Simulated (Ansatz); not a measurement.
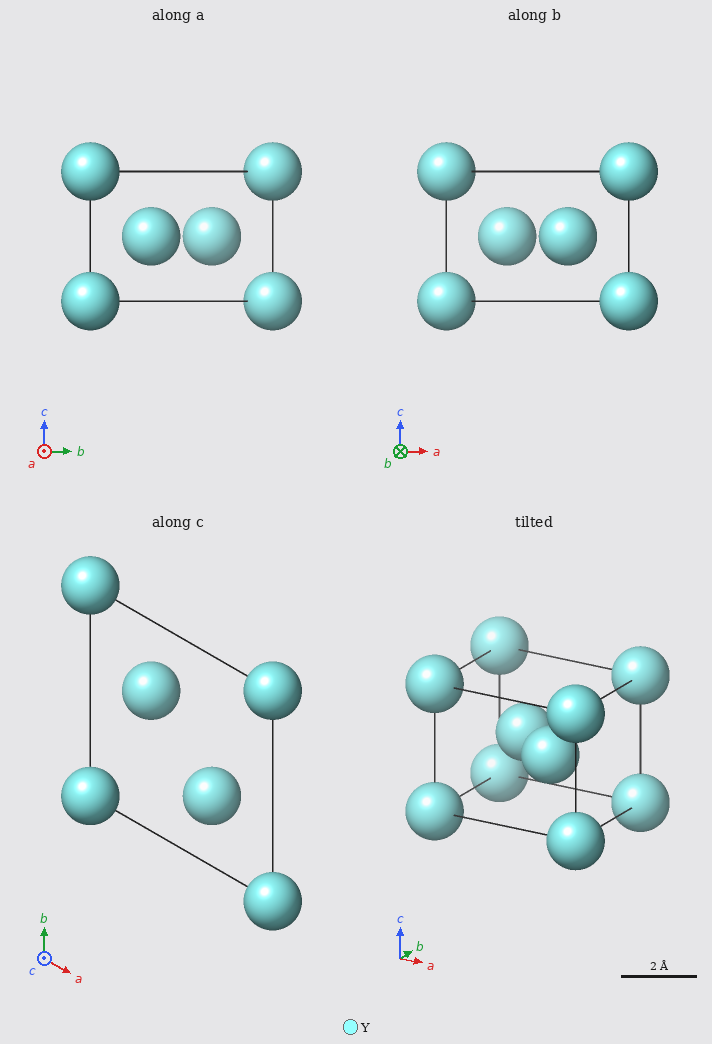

A spheres-only rendering, viewed along the a axis, along the b axis, along the c axis and slightly off an axis. The edges of the conventional unit cell are marked.

Lattice parameters: a = 5.634 Å, b = 5.634 Å, c = 3.470 Å, α = 90.00°, β = 90.00°, γ = 120.00°. Put a along x and b in the xy plane.

### Convert the drawing into a POSCAR file.

```
Y
1.0
     5.634    0.000    0.000
    -2.817    4.879    0.000
     0.000    0.000    3.470
Y
3
Direct
  0.0000 0.0000 0.0000
  0.3333 0.6667 0.5000
  0.6667 0.3333 0.5000
```

It derives from a structure type filled with this element by a generator (whether the element takes this form wasn't checked). Earlier steps of the study may have refined or changed the cell and positions. It went into a calculation with Ansatz.
